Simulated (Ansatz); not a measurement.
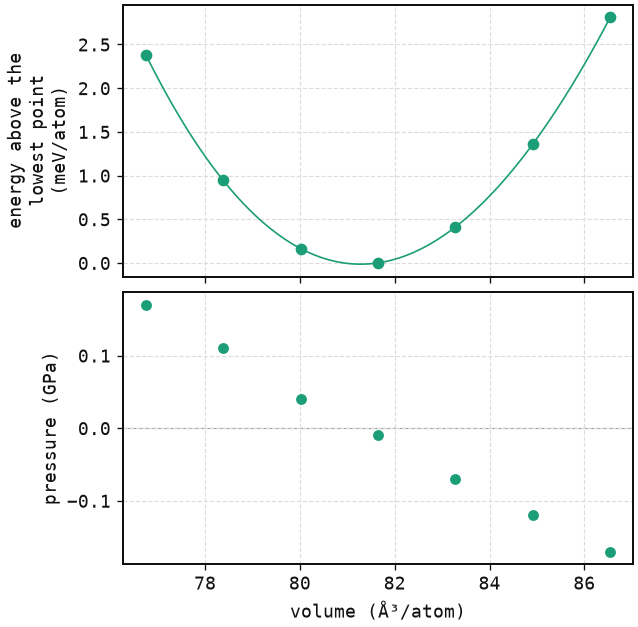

Calculation (Ansatz 0.2.0 development build): equation of state of a cubic crystal from periodic Kohn-Sham density functional theory without spin, third-order Birch-Murnaghan fit to the free energies; pressure corrected for the finite basis. Level: PBE.

structure type diamond; atoms in cell 2; space group number 227; lattice centring face-centred primitive; k mesh 22×22×22; occupation method Fermi–Dirac; occupation width 0.06123 eV; wave cutoff 420 eV; datasets soft-1 PAW; density tolerance 1.6e−07 eV; bands 30; density cutoff ratio 4; search for lower states default.

Figure. Energy above the lowest point and pressure against volume for Tm, space group Fd-3m (No. 227) (one of a set of cubic test structures, which need not be the stable phase).

A third-order Birch–Murnaghan fit gives V0 = 81.28 Å³/atom, B0 = 2.85 GPa. The energy above the lowest point is 2.38 meV/atom at volume 76.75 Å³/atom and 2.81 meV/atom at 86.55 Å³/atom; the lowest computed point is at volume 81.65 Å³/atom (0.00 meV/atom). The pressure falls from 0.17 GPa at volume 76.75 Å³/atom to −0.17 GPa at 86.55 Å³/atom, and changes sign near 81.3 Å³/atom.

Limits of the calculation: cubic model structure, not the ambient form; open f shell treated without spin.

One of the inputs:
```
crystal:
  lattice:
    - [0.0, 4.33824102093, 4.33824102093]
    - [4.33824102093, 0.0, 4.33824102093]
    - [4.33824102093, 4.33824102093, 0.0]
  atoms:
    - { symbol: Tm, position: [0, 0, 0] }
    - { symbol: Tm, position: [0.25, 0.25, 0.25] }
kpoints:
  mp_grid: { grid: [22, 22, 22] }
hamiltonian:
  xc: pbe
  pseudopotentials: { kind: paw }
scf:
  occupations: { method: fermi_dirac, width: 0.061225619053 }
output:
  forces: true
  stress: true
```

Run as:
```bash
ansatz run input.yaml --threads 2
```
